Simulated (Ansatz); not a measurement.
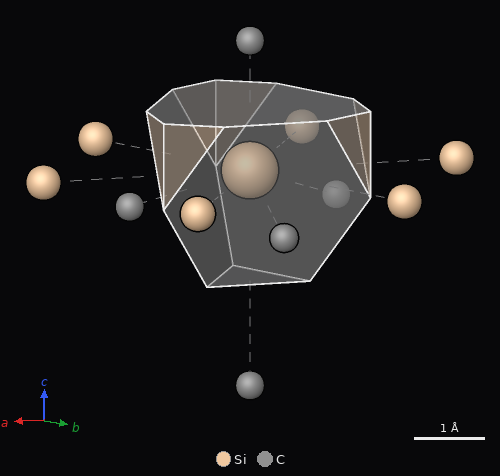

Voronoi cell (the region closer to this atom than to any other), computed from the atomic positions without radii. Central atom: Si (2b) in SiC; faces take the colour of the neighbour behind them. Origin: the end point of a relaxation with DFT, r2SCAN, plane waves, PAW in Ansatz.

SiC, space group P6_3mc (No. 186), a = 3.075 Å, b = 3.075 Å, c = 5.048 Å, α = 90.00°, β = 90.00°, γ = 120.00°

| site | Wyckoff | x | y | z |
| --- | --- | --- | --- | --- |
| Si | 2b | 0.3333 | 0.6667 | 0.4996 |
| C | 2b | 0.3333 | 0.6667 | 0.8754 |

### How many faces does the cell have, and of which kinds?

11 faces, index ⟨7,0,0,3,0,0,1⟩.

### Which neighbours share a face with the central atom?

5 C (92 % of the solid angle) and 6 Si (8 % of the solid angle).

### What is the volume of this Voronoi cell?

10.3 Å³, equal to the mean volume per atom.
